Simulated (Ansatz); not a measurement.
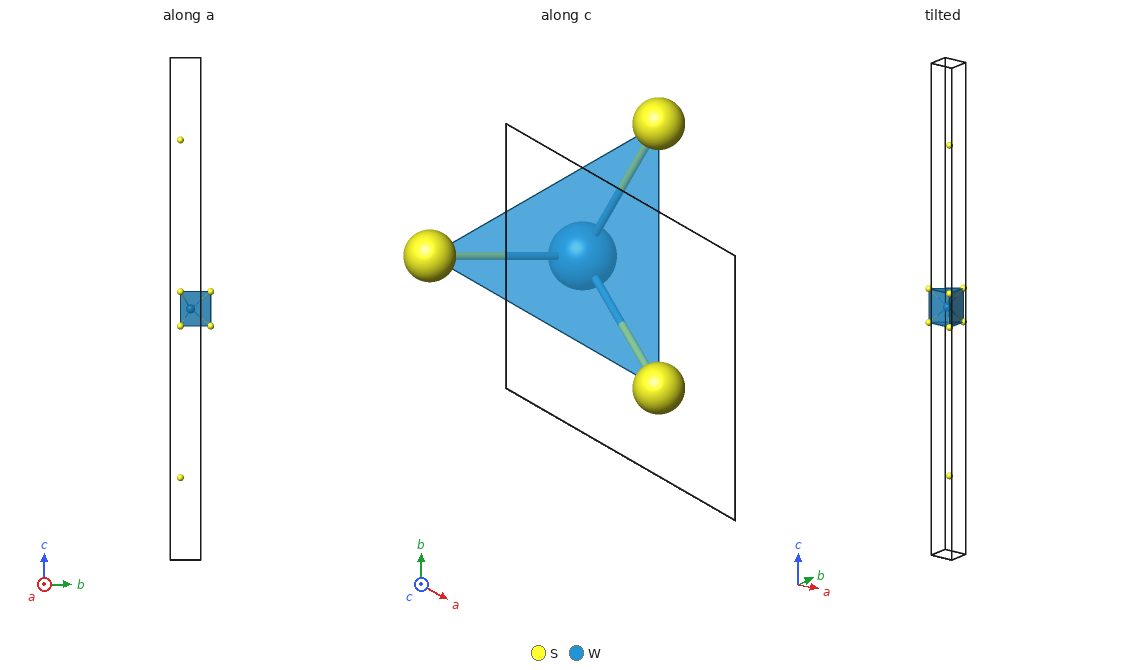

The image is a polyhedral drawing of a crystal, viewed along the a axis, along the c axis and slightly off an axis. The parallelepiped is the simulation cell. Some neighbours outside the box are added.

The stoichiometry is WS4. It has 5 atoms to the cell (1 W, 4 S). The polyhedra are WS6 trigonal prisms; they share edges. Each W atom is coordinated by six S in a trigonal prismatic arrangement. S takes two kinds of site: 2i with no bonds drawn; 2i with three W in a trigonal pyramidal arrangement. Not all metal-metal contacts are counted. The bonds build WS2 layers parallel to (001); some S atoms stand without bonds in the drawing.

The initial geometry was a structure listed in the Materials Project, from which a slab was cut. Earlier steps of the study, as a rule a relaxation of our own, may have changed the cell and positions, so they can lie some per cent off the listed ones. It was the input of a calculation with Ansatz.
